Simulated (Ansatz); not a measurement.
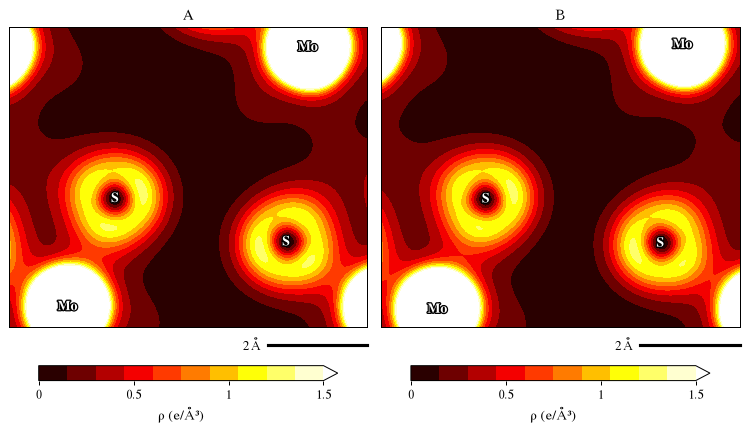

MoS₂. The valence pseudo-density of two cells that differ in size, on the (101̄) plane of each (indices in the axes of the calculation cell), at one length scale and on one colour scale: B has 18.4 Å³ an atom and A 17.4.

Level of theory: Kohn-Sham DFT of a periodic cell, r2SCAN, Ansatz PAW (Ansatz 0.2.0).

Core electrons are frozen (PAW), and the valence fields are smoothed inside the atomic spheres.

The larger cell:

```yaml
crystal:
  lattice:
    - [3.20158, 0.00000, 0.00000]
    - [-1.60079, 0.92422, 6.23093]
    - [1.60079, -2.77265, 0.00000]
  atoms:
    - { symbol: Mo, position: [0.00000, 0.00000, 0.00000] }
    - { symbol: S, position: [0.41700, 0.25100, 0.41700] }
    - { symbol: S, position: [0.25000, 0.75000, 0.25000] }
```

The smaller cell: a = 3.139 Å, b = 6.372 Å, c = 3.139 Å, α = 104.26°, β = 60.00°, γ = 104.26°.

> What does the compression do to the bonding and the properties?

From the larger cell to the smaller, Mo–S goes from 2.42 to 2.37 Å, and the density at its midpoint from 0.6 to 0.65 e/Å³; the pressure goes from −1.9 to 8 GPa.
